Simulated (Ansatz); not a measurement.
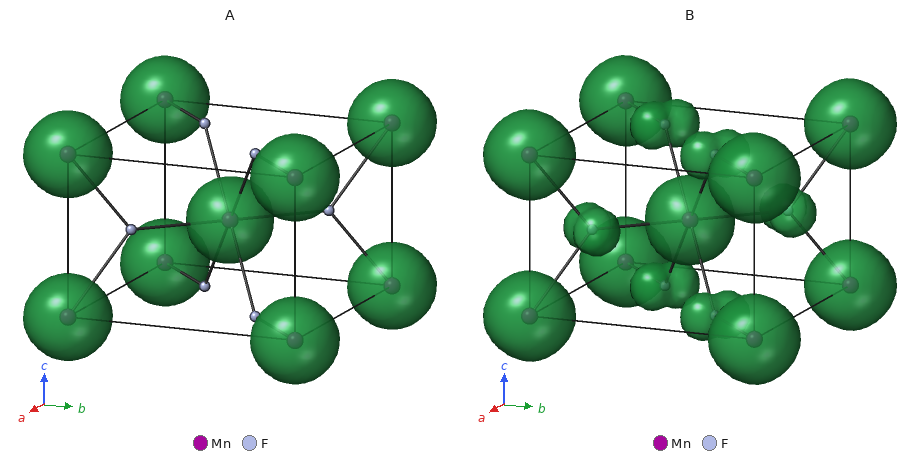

*MnF2. Spin density of two self-consistent states of the same cell, at +0.3 (green) and −0.3 e/Å³ (red).*

Space group P4₂/mnm; not relaxed (largest force 0.5 eV/Å); computed pressure about 53 GPa in this cell; spin-polarised.

Computed with Ansatz, Kohn-Sham DFT of a periodic cell, PBE, Ansatz PAW.

The density is the valence pseudo-density of a PAW calculation; it isn't the true density close to the nuclei.

```cif
data_structure
_symmetry_space_group_name_H-M 'P 1'
_symmetry_Int_Tables_number 1
_cell_length_a 4.8738
_cell_length_b 4.8738
_cell_length_c 3.3107
_cell_angle_alpha 90.000
_cell_angle_beta 90.000
_cell_angle_gamma 90.000
_cell_volume 78.64
loop_
_atom_site_label
_atom_site_type_symbol
_atom_site_fract_x
_atom_site_fract_y
_atom_site_fract_z
_atom_site_occupancy
Mn1 Mn 0.50000 0.50000 0.50000 1
Mn2 Mn 0.00000 0.00000 0.00000 1
F1 F 0.80530 0.19470 0.50000 1
F2 F 0.69470 0.69470 0.00000 1
F3 F 0.19470 0.80530 0.50000 1
F4 F 0.30530 0.30530 0.00000 1
```

### Describe the two states. Which lies lower in energy?

State A: parallel main moments (a ferromagnetic arrangement) in this solution; Mn: +4.2 μB (×2) in one cell of 6 atoms, with smaller moments on other sites: F (up to +0.10 μB). State B: parallel main moments (a ferromagnetic arrangement) in this solution; Mn: +4.3 μB (×2) in one cell of 6 atoms, with smaller moments on other sites: F (up to +0.92 μB). State A lies lower by 5159 meV per atom.
